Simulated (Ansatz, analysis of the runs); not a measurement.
# A defect in a wire: Al wire along [110], 3 atoms a period, Ti in place of one Al, part 3 of 4

Aim: how much does this defect scatter, and at which energies?

Ansatz 0.2.0; DFT PBE, plane waves, PAW; relaxation of a wire's period (the session's first sound run).

So far. Step 3 (The perfect wire): At the computed energy nearest the Fermi level there are 5 channels a spin, and the thermal average gives 5.00 G₀. Step 4 (Relaxing the junction): The largest force component on a free atom ends at 0.026 eV/Å, under the limit of 0.06. Ti ends nearest to Al at 2.59 Å, Al at 2.59 Å, Al at 2.60 Å, Al at 2.60 Å, Al at 2.64 Å and Al at 2.65 Å. 6 atoms of the wire itself, hydrogen apart, moved by over 0.45 Å, up to 1.06 Å.

## (5) Transmission between the leads

This step: DFT PBE, plane waves, PAW; transmission of a junction in a wire (Ansatz 0.2.0).

The cell is now read as a scatterer between two semi-infinite leads, named by two sites one period apart. The scattering states in its self-consistent potential are matched to the leads' states at each energy. One point across is taken, as for a wire in vacuum.

input.yaml

```yaml
crystal:
  lattice:
    - [8.82, 0.0, 0.0]
    - [0.0, 9.657, 0.0]
    - [0.0, 0.0, 22.5051610169]
  atoms:
    - { symbol: Al, position: [0.38056872, 0.352254387, 0.0] }
    - { symbol: Al, position: [0.624350088, 0.499985057, 0.055555556] }
    - { symbol: Al, position: [0.38056872, 0.647715727, 0.0] }
    - { symbol: Al, position: [0.38056872, 0.352254387, 0.111111111] }
    - { symbol: Al, position: [0.624350088, 0.499985057, 0.166666667] }
    - { symbol: Al, position: [0.38056872, 0.647715727, 0.111111111] }
    - { symbol: Al, position: [0.38056872, 0.352254387, 0.222222222] }
    - { symbol: Al, position: [0.624350088, 0.499985057, 0.277777778] }
    - { symbol: Al, position: [0.38056872, 0.647715727, 0.222222222] }
    - { symbol: Al, position: [0.3754910638, 0.3627837284, 0.3369762681] }
    - { symbol: Al, position: [0.7181511647, 0.499985057, 0.3838981207] }
    - { symbol: Al, position: [0.3754910638, 0.6371863856, 0.3369762681] }
    - { symbol: Al, position: [0.4999822194, 0.3437676494, 0.4396334498] }
    - { symbol: Ti, position: [0.6824800261, 0.499985057, 0.5008384073] }
    - { symbol: Al, position: [0.4999822194, 0.6562024646, 0.4396334498] }
    - { symbol: Al, position: [0.4991923626, 0.3479447914, 0.5630013407] }
    - { symbol: Al, position: [0.7255436633, 0.499985057, 0.6170762179] }
    - { symbol: Al, position: [0.4991923626, 0.6520253226, 0.5630013407] }
    - { symbol: Al, position: [0.38056872, 0.352254387, 0.666666667] }
    - { symbol: Al, position: [0.624350088, 0.499985057, 0.722222222] }
    - { symbol: Al, position: [0.38056872, 0.647715727, 0.666666667] }
    - { symbol: Al, position: [0.38056872, 0.352254387, 0.777777778] }
    - { symbol: Al, position: [0.624350088, 0.499985057, 0.833333333] }
    - { symbol: Al, position: [0.38056872, 0.647715727, 0.777777778] }
    - { symbol: Al, position: [0.38056872, 0.352254387, 0.888888889] }
    - { symbol: Al, position: [0.624350088, 0.499985057, 0.944444444] }
    - { symbol: Al, position: [0.38056872, 0.647715727, 0.888888889] }
kpoints:
  mp_grid: { grid: [1, 1, 4] }
scf:
  occupations: { method: fermi_dirac, width: 0.05 }
hamiltonian:
  xc: pbe
output:
  transmission:
    e_range: [-1.26, 1.26]
    de: 0.035
    kmesh: [1, 1]
    reduced_basis: true
    leads: [[24, 0]]
  dos: { projected: true, e_range: [-4, 3] }
  write_potential: true
  write_density: true
  volumetric_format: npy
  elf: true
basis:
  ecutwfc: "350 eV"
```

Launch:

```bash
> ansatz run input.yaml --threads 4 --pin off --max-ram 16384MiB --backend cpu --events-out ev --progress --plain --runs-dir out
```

Numbers of over 12 decimals in the logs are rounded to 6 here.

Output:

```text
[...]
Crystal: 27 atoms, lattice volume = 1916.871 Å³
Basis set: ecut = 350 eV, 28495 PW (Γ)
Bands: 72, of which v1, the nominal top of the filled ones, is band 45 counted from 1 (44 counted from 0)
Symmetry: 2 space group operations
[...]
k-points: 3 of 4 (time reversal used)
[...]
SCF iter   1: F=—  HF=-16450.811894 eV  |F-HF|=—  |Δ(HF+E_count)|=         —  Δρ=3.61e-3  dr2=7.19e-1  ethr=1.77e-3  ⟨swp⟩=8.0  Hψ=1127  notcnv=0  defer=8
[...]
SCF iter   9: F=-16450.763512 eV  HF=-16450.763512 eV  |F-HF|=7.16e-9  |Δ(HF+E_count)|=   1.86e-7  Δρ=9.18e-7  dr2=1.90e-8  ethr=1.11e-10  ⟨swp⟩=21.3  Hψ=965  notcnv=0
SCF 1 converged in 9 iterations: F = -16450.763512 eV  dr2 = 1.90e-8
[...]
transmission: 26 of 156 steps passed
transmission: 52 of 156 steps passed
[...]
transmission: 156 of 156 steps passed
WARN: The output density's exchange-correlation potential varies sharply where the density is thin. Do not read a vacuum level from v_tot or v_xc, or from such a field of the output density. On a cell that repeats whose density bears no net charge and no dipole along the vacuum's axis use v_es (v_loc + v_h of the components); under efield.dipole_correction with no amplitude use v_es + v_field, which holds any externa [...]
SCF converged after 9 iterations
Free energy (F): -16450.763512 eV
[...]
Internal energy: -16450.637127 eV  (E = F + TS)
E sigma→0 (E₀):  -16450.700320 eV
Entropy (-TS):   -0.126385 eV (-4.681 meV/atom)
Fermi energy:    -1.397357 eV
[...]
--- Band table (eV) ---
  k-point 0: bands = [... 41 lower, -1.8715, -1.8027, -1.7048, -1.4033, -1.2205, -1.1791, -1.1586, -1.0230, ... 23 higher]
  k-point 1: bands = [... 41 lower, -1.8745, -1.7712, -1.6094, -1.4261, -1.3177, -1.2826, -1.0587, -0.9818, ... 23 higher]
  k-point 2: bands = [... 41 lower, -1.6927, -1.6634, -1.6396, -1.4849, -1.4669, -1.1532, -1.1136, -1.0081, ... 23 higher]
--- Transmission ---
  basis      : 619 plane waves across, 26 finite elements along
  points     : 1, standing for a mesh of 1 x 1
[...]
crystal 0  : Al3, at the sites [24, 0], period 2.5006 Å, over 15.00 Å; its Hamiltonian steps by up to 44.7 meV: too much for a lead, lay more layers or, if its atoms are ordered, name the step of that order
[...]
filled         : 71.4 meV over the level at which it is neutral
    channels       : 5.000000e0 a spin
[...]
junction   : crystal 0 to crystal 0, 0.63 to 20.63 Å
    transmission   : 2.729228e0 a spin
    error estimate : 3.698373e-4 a spin from the reduction of the transverse basis, at the most 2.363387e-3 at 0.385000 eV
    conductance    : 2.4828e14 S/m² at 300 K (2.4828e14 on every other energy)
    error estimate : 0.0 % from the energy spacing and 0.0 % from band edges of the leads and from resonances (wavevectors taken as independent; lower de), 0.0 % from the reduction of the transverse basis, 0.5 % from the steps of its leads' Hamiltonians or their offsets (lay more layers), 0.4 % from the distance to neutral
    resistance     : 1.8292e-3 Ω µm² beyond half of each lead's own
```

Run time: 60 s. Hardware: 4 threads of Arm Neoverse V1, shared host; peak memory 1.6 GiB; 3.5 min of CPU time.

Numbers from this step:

| Property | Result |
| --- | --- |
| energy at zero smearing | -16450.7003 eV |
| transmission at the energy nearest the Fermi level, one spin | 2.729 |
| step of the lead's Hamiltonian | 44.7 meV |
| conductance of the junction | 2.729 G₀ |

Transmission, one spin against energy, zero at the Fermi level:

```csv
energy (eV),"transmission, one spin"
-1.190,0.827
-1.015,0.773
-0.805,2.03
-0.595,2.42
-0.385,2.45
-0.210,2.68
0.000,2.73
0.210,2.77
0.315,2.81
0.385,2.47
0.595,1.72
0.805,1.62
1.015,1.24
1.050,1.44
1.190,1.64
```

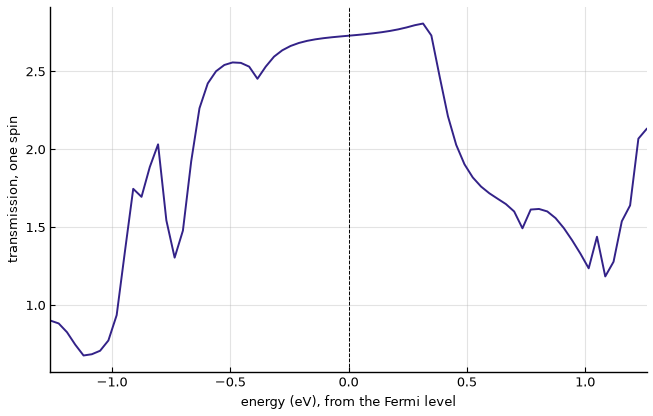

Transmission, one spin, plotted against energy.

Open channels of the lead, one spin against energy, zero at the Fermi level:

```csv
energy (eV),"open channels of the lead, one spin"
-1.2600,2
-1.0150,3
-0.7350,3
-0.4900,3
-0.2450,5
0.0000,5
0.2450,5
0.4900,4
0.7350,2
1.0150,2
1.2600,6
```

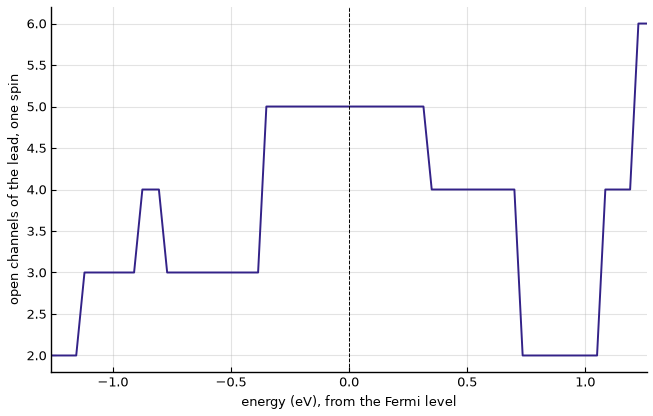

Open channels of the lead, one spin, plotted against energy.

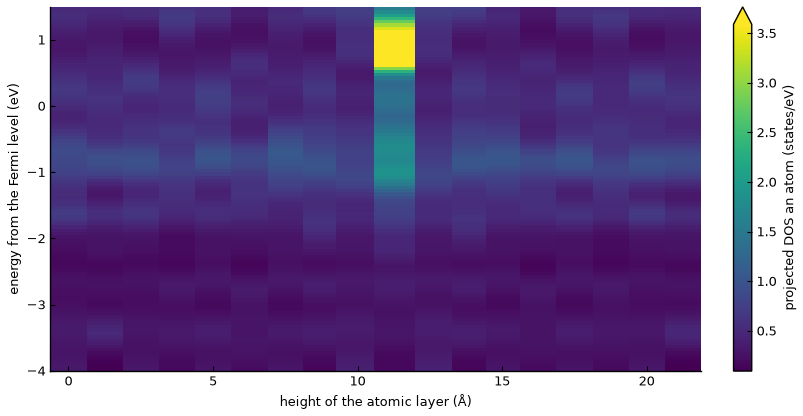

Projected DOS an atom over height of the atomic layer and energy from the Fermi level.  broadened by a Gaussian of 0.15 eV, since few k-points sample the long cell.

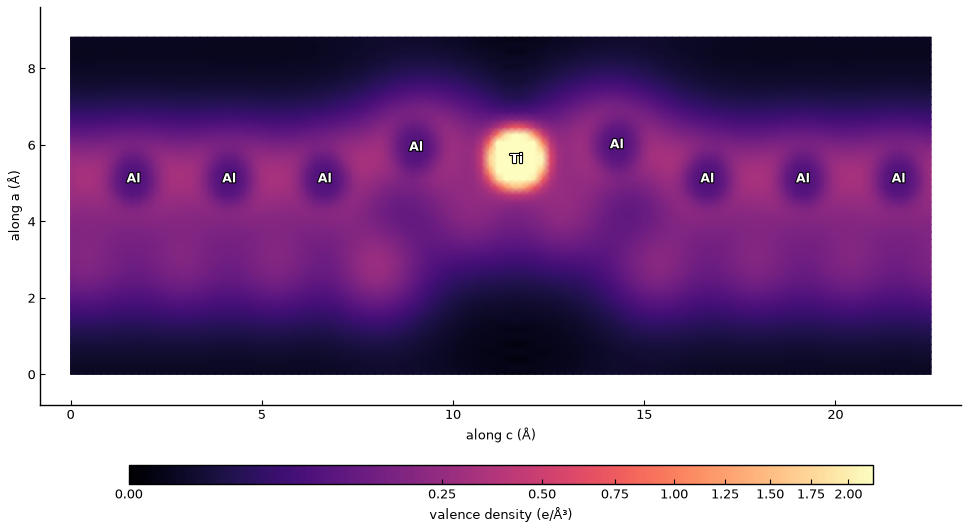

Valence density in the ca plane at fractional y = 0.500, with atoms of Al and Ti within 0.2 Å of it. It is the smooth field of the valence electrons, not physical close to the nuclei. The colour scale is stretched toward low values.

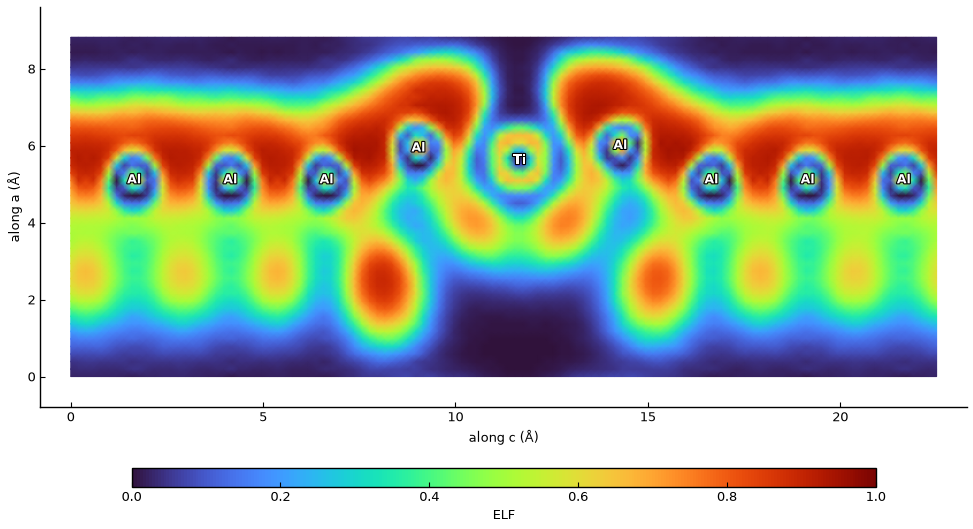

ELF in the ca plane at fractional y = 0.500, with atoms of Al and Ti within 0.2 Å of it. It is the smooth field of the valence electrons, not physical close to the nuclei.

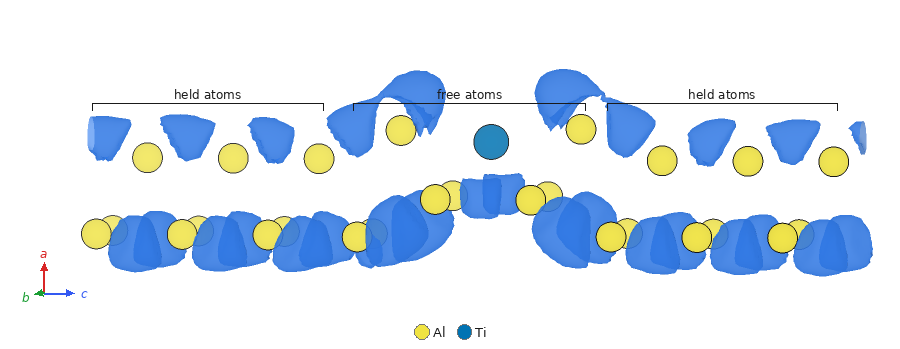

Surface of ELF = 0.85.

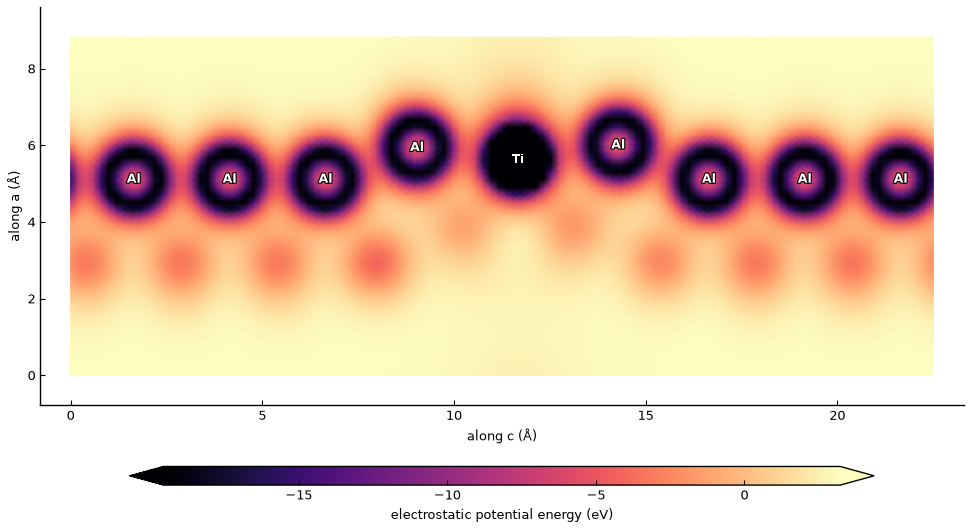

Electrostatic potential energy in the ca plane at fractional y = 0.500, with atoms of Al and Ti within 0.2 Å of it. With pseudopotentials it is smooth inside the atoms' cores, unlike the true potential.

By hand: the program gives 2.4828 × 10^14 S/m² over the cell's cross-section of 85.17 Å² = 8.517 × 10^-19 m², so one cell conducts 2.115 × 10^-4 S. Divided by G0 = 2e²/h = 7.748 × 10^-5 S this is 2.73 G0, a resistance of 4.73 kΩ.

The conductance is 2.73 G₀, with 5 channels a spin open in the lead. The lead's Hamiltonian steps by 44.7 meV, which the program calls too much for a lead.

## (6) Conductance and thermopower from T(E)

This step: Landauer integrals over the computed T(E), interpolated linearly between its energies (analysis of the runs above).

Conductance and thermopower are moments of T(E) over the thermal window; sliding the window along E stands for a gate that leaves T(E) rigid.

Numbers from this step:

```
conductance at 300 K, interpolated from T(E) : 2.729 G₀
thermopower at 300 K                         : -0.3976 μV/K
Lorenz number over L0                        : 0.9993
```

T(E) held rigid; rough near sharp steps of T(E). Table of conductance at 300 K by shift of the leads' level:

```csv
shift of the leads' level (eV),conductance at 300 K (G₀)
-0.8,1.76
-0.6,2.32
-0.4,2.52
-0.2,2.68
0.0,2.73
0.2,2.77
0.4,2.37
0.6,1.72
0.8,1.59
```

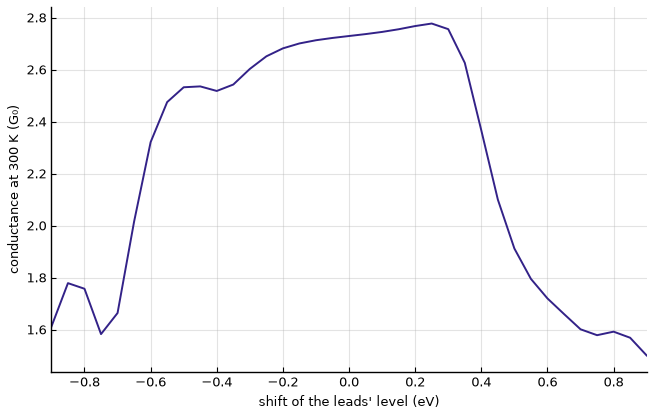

Conductance at 300 K, plotted against shift of the leads' level.

T(E) held rigid; rough near sharp steps of T(E). Thermopower at 300 K against shift of the leads' level:

```csv
shift of the leads' level (eV),thermopower at 300 K (μV/K)
-0.900,-21.7
-0.800,8.90
-0.700,-20.2
-0.600,-14.2
-0.500,-1.82
-0.350,-2.63
-0.250,-2.15
-0.150,-0.849
-0.050,-0.439
0.050,-0.422
0.150,-0.585
0.250,0.308
0.350,11.0
0.500,11.6
0.600,5.72
0.700,4.13
0.800,0.444
0.900,7.85
```

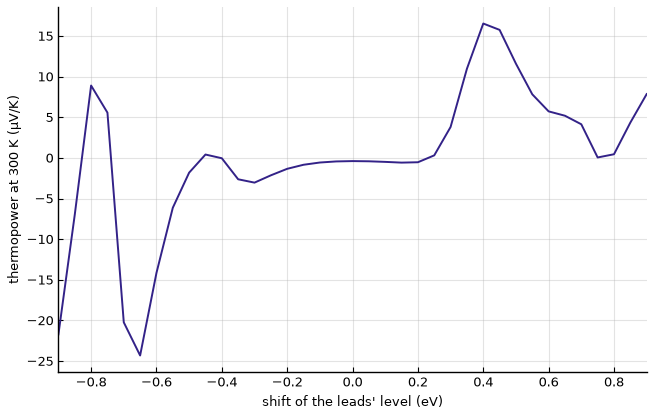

Thermopower at 300 K against shift of the leads' level.

(Part 3 of 4 ends here.)

[Logs are printed without paths, hosts, clocks, repeated set-up lines and the standing remarks that a program may print on its own settings, such as how far it seeks lower states.]

[Hosts, paths, dates, database ids (printed as entryN), source tags and the programs' standing remarks are cut or masked in the printed files.]
